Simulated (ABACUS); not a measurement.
# Single-point calculation at one volume of an equation of state, with input and output: Ni (part 1 of 2)

- system: Ni (2 atoms in the cell)
- method: Kohn-Sham DFT of a periodic cell, PBE, PseudoDojo NC SR 0.4.1 PBE standard, spin-polarised (ABACUS 3.10.1)

The structure derives from a Materials Project entry. It belongs to a series of runs on one base structure; here: volume scaled by 0.98.

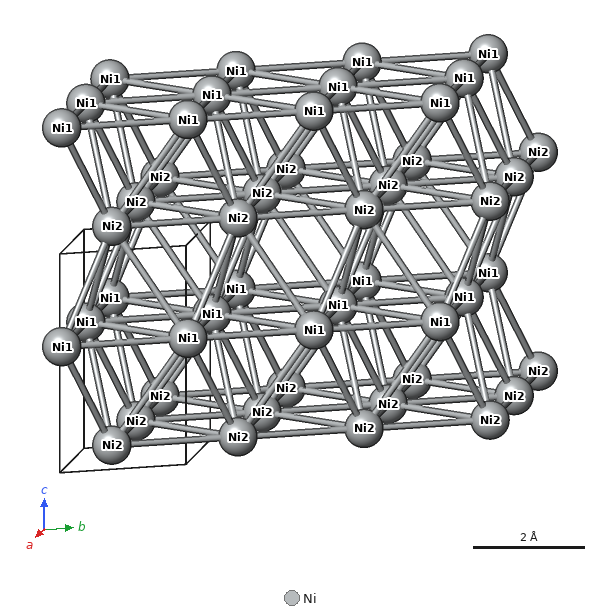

**Figure 1.** The input geometry (ball-and-stick view of the cell of the calculation, repeated 3 × 4 × 2, seen slightly off an axis; atoms are numbered from 1 in the order of the input). Near neighbours in the crystal (not all of them lie inside the picture): Ni has 12 Ni at 2.43 to 2.46 Å.

### Input file
```
INPUT_PARAMETERS
suffix              Ni
calculation         scf
basis_type          lcao
pseudo_dir          ./
orbital_dir         ./
symmetry            1
dft_functional      pbe
ecutwfc             100
pseudo_rcut         10
nspin               2
nbands              20
ks_solver           genelpa
smearing_method     fd
smearing_sigma      0.00367493
scf_thr             1e-07
scf_nmax            100
mixing_type         broyden
mixing_beta         0.4
cal_force           1
cal_stress          1
out_mul             1
```

### File STRU
```
ATOMIC_SPECIES
Ni 58.6934 Ni.upf

NUMERICAL_ORBITAL
Ni_confined-atom_7au_2s1p1d.orb

LATTICE_CONSTANT
1.8897261246

LATTICE_VECTORS
2.4315927189 0.0000000000 0.0000000000
-1.2157963594 2.1058210663 0.0000000000
0.0000000000 0.0000000000 4.0454724674

ATOMIC_POSITIONS
Direct

Ni
0.0
2
0.6666666667 0.3333333333 0.7500000000 1 1 1 mag 1
0.3333333333 0.6666666667 0.2500000000 1 1 1 mag 1
```

### File KPT
```
K_POINTS
0
Gamma
12 12 7 0 0 0
```

Hardware: 4 threads of AMD EPYC 7571, 16 GiB of memory available, shared host.

Command:
```bash
OMP_NUM_THREADS=1 mpirun -np 4 abacus > log
```

### What the program printed
```
ABACUS v3.10.1

               Atomic-orbital Based Ab-initio Computation at UStc

 ------------------------------------------------------------------------------------

 READING GENERAL INFORMATION
                           global_out_dir = OUT.Ni/
                           global_in_card = INPUT
                               pseudo_dir = ./
                              orbital_dir = ./
                                    DSIZE = 4
                                    GSIZE = 1

 READING UNITCELL INFORMATION
                                    ntype = 1
                  lattice constant (Bohr) = 1.88973
              lattice constant (Angstrom) = 1

 READING ATOM TYPE 1
                               atom label = Ni
                      L=0, number of zeta = 2
                      L=1, number of zeta = 1
                      L=2, number of zeta = 1
             number of atom for this type = 2
               magnetization of element 1 = 1

                        TOTAL ATOM NUMBER = 2
DIRECT COORDINATES
    atom                   x                   y                   z     mag                  vx                  vy                  vz
taud_Ni1            0.6666666667        0.3333333333        0.7500000000  1.0000        0.0000000000        0.0000000000        0.0000000000
taud_Ni2            0.3333333333        0.6666666667        0.2500000000  1.0000        0.0000000000        0.0000000000        0.0000000000

                          Volume (Bohr^3) = 139.791
                             Volume (A^3) = 20.7148

 Lattice vectors: (Cartesian coordinate: in unit of a_0)
             +2.43159                  +0                  +0
              -1.2158            +2.10582                  +0
                   +0                  +0            +4.04547
 Reciprocal vectors: (Cartesian coordinate: in unit of 2 pi/a_0)
            +0.411253           +0.237437                  -0
                   -0           +0.474874                  -0
                   +0                  -0            +0.24719
 The esolver type has been set to : ksdft_lcao

                PAO radial cut off (Bohr) = 10

 Read in pseudopotential file is Ni.upf
                     pseudopotential type = NC
          exchange-correlation functional = PBE
                 nonlocal core correction = 1
                        valence electrons = 18
                                     lmax = 2
                           number of zeta = 4
                     number of projectors = 6
                           L of projector = 0
                           L of projector = 0
                           L of projector = 1
                           L of projector = 1
                           L of projector = 2
                           L of projector = 2
     initial pseudo atomic orbital number = 20
 The readin total magnetization is 2

 SETUP THE ELECTRONS NUMBER
            electron number of element Ni = 18
      total electron number of element Ni = 36
            AUTOSET number of electrons:  = 36
                           occupied bands = 18
                                   NLOCAL = 20
                                   NBANDS = 20
                                   NBANDS = 20
                                   NLOCAL = 20

%%%%%%%%%%%%%%%%%%%%%%%%%%%%%%%%%%%%%%%%%%%%%%%%%%%%%%%%%%%%%%%%%%%%%%%%%%%%%%%%%%%%%%%%%%%%%%%%%%%%%%%%%%
 Warning: the number of valence electrons in pseudopotential > 10 for Ni: [Ar] 3d8 4s2
 Pseudopotentials with additional electrons can yield (more) accurate outcomes, but may be less efficient.
 If you're confident that your chosen pseudopotential is appropriate, you can safely ignore this warning.
%%%%%%%%%%%%%%%%%%%%%%%%%%%%%%%%%%%%%%%%%%%%%%%%%%%%%%%%%%%%%%%%%%%%%%%%%%%%%%%%%%%%%%%%%%%%%%%%%%%%%%%%%%

 SETUP THE PLANE WAVE BASIS
 energy cutoff for charge/potential (unit:Ry) = 400
            fft grid for charge/potential = [ 30, 30, 50 ]
                        fft grid division = [ 5, 5, 5 ]
        big fft grid for charge/potential = [ 6, 6, 10 ]
                                     nbxx = 108
                                     nrxx = 13500

 SETUP PLANE WAVES FOR CHARGE/POTENTIAL
                    number of plane waves = 18955
                         number of sticks = 583

 PARALLEL PW FOR CHARGE/POTENTIAL
     PROC   COLUMNS(POT)             PW
        1            145           4735
        2            146           4740
        3            146           4740
        4            146           4740
 --------------- sum -------------------
        4            583          18955
                            number of |g| = 908
                                  max |g| = 36.1674
                                  min |g| = 0.225505

----------- Double Check Mixing Parameters Begin ------------
mixing_type: broyden
mixing_beta: 0.4
mixing_gg0: 1
mixing_gg0_min: 0.1
mixing_beta_mag: 1.6
mixing_gg0_mag: 0
mixing_ndim: 8
----------- Double Check Mixing Parameters End ------------

 LATTICE VECTORS: (CARTESIAN COORDINATE: IN UNIT OF A0)
             +2.43159                  +0                  +0
              -1.2158            +2.10582                  +0
                   +0                  +0            +4.04547
                       right hand lattice = 1
                                   NORM_A = 2.43159
                                   NORM_B = 2.43159
                                   NORM_C = 4.04547
                           ALPHA (DEGREE) = 90
                           BETA  (DEGREE) = 90
                           GAMMA (DEGREE) = 120

 The lattice vectors have been changed (STRU_SIMPLE.cif)

(for optimal symmetric configuration:)
                             BRAVAIS TYPE = 4
                     BRAVAIS LATTICE NAME = 04. Hexagonal cell
                                    ibrav = 4
                                    IBRAV = 4
                                  BRAVAIS = HEXAGONAL CELL
                       LATTICE CONSTANT A = 2.43159
                                C/A RATIO = 1.66371
Original cell was already a primitive cell.
                        ROTATION MATRICES = 24
              PURE POINT GROUP OPERATIONS = 12
                   SPACE GROUP OPERATIONS = 24
                                       C2 = 3
                                       C3 = 2
                                       C4 = 0
                                       C6 = 0
                                       S1 = 3
                                       S3 = 0
                                       S4 = 0
                                       S6 = 2
                              POINT GROUP = D_3d
                                       C2 = 7
                                       C3 = 2
                                       C4 = 0
                                       C6 = 2
                                       S1 = 7
                                       S3 = 2
                                       S4 = 0
                                       S6 = 2
               POINT GROUP IN SPACE GROUP = D_6h

 SETUP K-POINTS
                                    nspin = 2
                   Input type of k points = Monkhorst-Pack(Gamma)
                                   nkstot = 1008
                       right hand lattice = 1
(for reciprocal lattice: )
                             BRAVAIS TYPE = 4
                     BRAVAIS LATTICE NAME = 04. Hexagonal cell
                                    ibrav = 4
                       right hand lattice = 1
(for k-lattice: )
                             BRAVAIS TYPE = 4
                     BRAVAIS LATTICE NAME = 04. Hexagonal cell
                                    ibrav = 4
                       right hand lattice = 1
                        ROTATION MATRICES = 24
                               nkstot_ibz = 76
K-POINTS REDUCTION ACCORDING TO SYMMETRY
     IBZ    DIRECT_X    DIRECT_Y    DIRECT_Z  WEIGHT  ibz2bz
       1  0.00000000  0.00000000  0.00000000  0.0010       0
       2 -0.08333333  0.08333333  0.00000000  0.0060       1
       3 -0.16666667  0.16666667  0.00000000  0.0060       2
       4 -0.25000000  0.25000000  0.00000000  0.0060       3
       5 -0.33333333  0.33333333  0.00000000  0.0060       4
       6 -0.41666667  0.41666667  0.00000000  0.0060       5
       7  0.50000000  0.50000000  0.00000000  0.0030       6
       8 -0.08333333  0.16666667  0.00000000  0.0060      13
       9 -0.16666667  0.25000000  0.00000000  0.0119      14
      10 -0.25000000  0.33333333  0.00000000  0.0119      15
      11 -0.33333333  0.41666667  0.00000000  0.0119      16
      12  0.50000000  0.41666667  0.00000000  0.0119      17
      13 -0.16666667  0.33333333  0.00000000  0.0060      26
      14 -0.25000000  0.41666667  0.00000000  0.0119      27
      15  0.50000000  0.33333333  0.00000000  0.0119      28
      16  0.41666667  0.41666667  0.00000000  0.0060      29
      17  0.50000000  0.25000000  0.00000000  0.0060      39
      18  0.41666667  0.33333333  0.00000000  0.0119      40
      19  0.33333333  0.33333333  0.00000000  0.0020      52
      20  0.00000000  0.00000000  0.14285714  0.0020     144
      21 -0.08333333  0.08333333  0.14285714  0.0119     145
      22 -0.16666667  0.16666667  0.14285714  0.0119     146
      23 -0.25000000  0.25000000  0.14285714  0.0119     147
      24 -0.33333333  0.33333333  0.14285714  0.0119     148
      25 -0.41666667  0.41666667  0.14285714  0.0119     149
      26  0.50000000  0.50000000  0.14285714  0.0060     150
      27 -0.08333333  0.16666667  0.14285714  0.0119     157
      28 -0.16666667  0.25000000  0.14285714  0.0238     158
      29 -0.25000000  0.33333333  0.14285714  0.0238     159
      30 -0.33333333  0.41666667  0.14285714  0.0238     160
[... 46 further k points ...]

                               nkstot now = 76
[... K-POINTS DIRECT COORDINATES: 76 rows ...]

           k-point number in this process = 76
       minimum distributed K point number = 76
[... stars of the k points ...]
                             nks(nspin=2) = 152
                          nkstot(nspin=2) = 152

[... K-POINTS CARTESIAN COORDINATES: 152 rows ...]

[... K-POINTS DIRECT COORDINATES: 152 rows ...]

 SETUP PLANE WAVES FOR WAVE FUNCTIONS
     energy cutoff for wavefunc (unit:Ry) = 100
              fft grid for wave functions = [ 30, 30, 50 ]
                    number of plane waves = 3489
                         number of sticks = 199

 PARALLEL PW FOR WAVE FUNCTIONS
     PROC   COLUMNS(POT)             PW
        1             52            872
        2             50            872
        3             49            873
        4             48            872
 --------------- sum -------------------
        4            199           3489

 SET NONLOCAL PSEUDOPOTENTIAL PROJECTORS
 max number of nonlocal projetors among all species is 6

 -------------------------------------------
 SELF-CONSISTENT
 -------------------------------------------

 SETUP SEARCHING RADIUS FOR PROGRAM TO SEARCH ADJACENT ATOMS
                  longest orb rcut (Bohr) = 7
   longest nonlocal projector rcut (Bohr) = 1.7
                     search radius (Bohr) = 17.4
              searching radius is (Bohr)) = 17.4
         searching radius unit is (Bohr)) = 1.89
                         PeriodicBoundary = 1
                        Radius(unit:lat0) = 9.21
                                   glayer = [ 6, 6, 4 ]
                             glayer_minus = [ 5, 5, 3 ]

Find the coordinate range of the input atom(unit:lat0).
                                  min_tau = [ -18.2, -9.83, -11.1 ]
                                  max_tau = [ 19.5, 11.9, 15.2 ]
                                BoxNumber = [ 11, 11, 7 ]

 SETUP EXTENDED REAL SPACE GRID FOR GRID INTEGRATION
                          real space grid = [ 30, 30, 50 ]
                 big cell numbers in grid = [ 6, 6, 10 ]
             meshcell numbers in big cell = [ 5, 5, 5 ]
                        extended fft grid = [ 11, 11, 10 ]
                dimension of extened grid = [ 29, 29, 31 ]
                            UnitCellTotal = 100
              Atom number in sub-FFT-grid = 2
    Local orbitals number in sub-FFT-grid = 20
                                ParaV.nnr = 11350
                                 init_chg = atomic

 LCAO ALGORITHM --------------- ION=   1  ELEC=   1--------------------------------
          total magnetism (Bohr mag/cell) = 1.16088
       absolute magnetism (Bohr mag/cell) = 1.16122
                        nelec for spin up = 18.5804
                      nelec for spin down = 17.4196

 Density error is 0.0782842400878
----------------------------------------------------------
     Energy           Rydberg                 eV
----------------------------------------------------------
 E_KohnSham     -670.5710548669      -9123.5872600606
 E_Harris       -653.8126009079      -8895.5767965477
 E_Fermi        1.4553112305         19.8005250976
----------------------------------------------------------

 LCAO ALGORITHM --------------- ION=   1  ELEC=   2--------------------------------
          total magnetism (Bohr mag/cell) = 1.0358
       absolute magnetism (Bohr mag/cell) = 1.04213
                        nelec for spin up = 18.5179
                      nelec for spin down = 17.4821

 Density error is 0.034710985666
----------------------------------------------------------
     Energy           Rydberg                 eV
----------------------------------------------------------
 E_KohnSham     -670.5527726108      -9123.3385172048
 E_Harris       -663.0124474525      -9020.7471302798
 E_Fermi        1.6303434455         22.1819605552
----------------------------------------------------------

 LCAO ALGORITHM --------------- ION=   1  ELEC=   3--------------------------------
          total magnetism (Bohr mag/cell) = 1.26714
       absolute magnetism (Bohr mag/cell) = 1.26761
                        nelec for spin up = 18.6336
                      nelec for spin down = 17.3664

 Density error is 0.0156630127029
----------------------------------------------------------
     Energy           Rydberg                 eV
----------------------------------------------------------
 E_KohnSham     -670.5449041296      -9123.2314610269
 E_Harris       -667.0975739002      -9076.3281270186
 E_Fermi        1.7200997662         23.4031579492
----------------------------------------------------------

 LCAO ALGORITHM --------------- ION=   1  ELEC=   4--------------------------------
          total magnetism (Bohr mag/cell) = 1.45571
       absolute magnetism (Bohr mag/cell) = 1.45591
                        nelec for spin up = 18.7279
                      nelec for spin down = 17.2721

 Density error is 0.00320952711774
----------------------------------------------------------
     Energy           Rydberg                 eV
----------------------------------------------------------
 E_KohnSham     -670.5480910821      -9123.2748217399
 E_Harris       -670.0831457846      -9116.9489164349
 E_Fermi        1.7851564155         24.2882990725
----------------------------------------------------------

 LCAO ALGORITHM --------------- ION=   1  ELEC=   5--------------------------------
          total magnetism (Bohr mag/cell) = 1.49386
       absolute magnetism (Bohr mag/cell) = 1.49396
                        nelec for spin up = 18.7469
                      nelec for spin down = 17.2531

 Density error is 0.00102349341396
```
